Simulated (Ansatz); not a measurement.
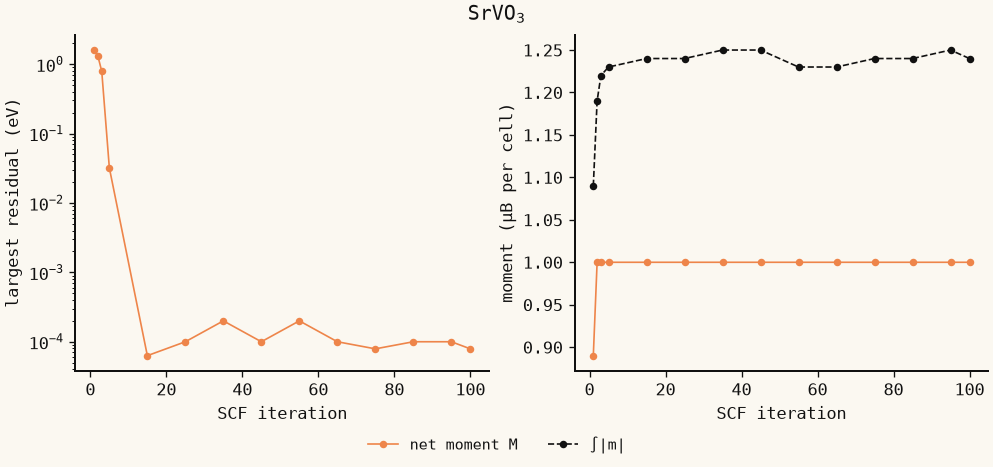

The plot shows the SCF iterations of a calculation: largest residual, magnetic moments. Only some iterations were kept.

SrVO₃ (Pm-3m, 5 atoms in the cell); Ansatz, DFT, PBE+U, PAW (an earlier, harder data set), plane waves, scalar-relativistic; cutoff 930 eV, 6×6×6 k-mesh, Gaussian smearing of 0.1 eV, collinear spins, U = 3.25 eV on V d.
Setting under test: occupation matrices typed, switch to direct minimisation after 60 iterations, default search for lower states.

**How did this run end?**

Not converged after 100 iterations. The residual stalls around 10⁻⁴ from about step 15 on.

**What is the residual at the start and at the end?**

It starts near 2 and ends near 8 × 10⁻⁵ eV.

**What happens to the magnetisation?**

The net moment goes from 0.9 to 1.0 μB per cell, though in an unconverged run this needn't be final.
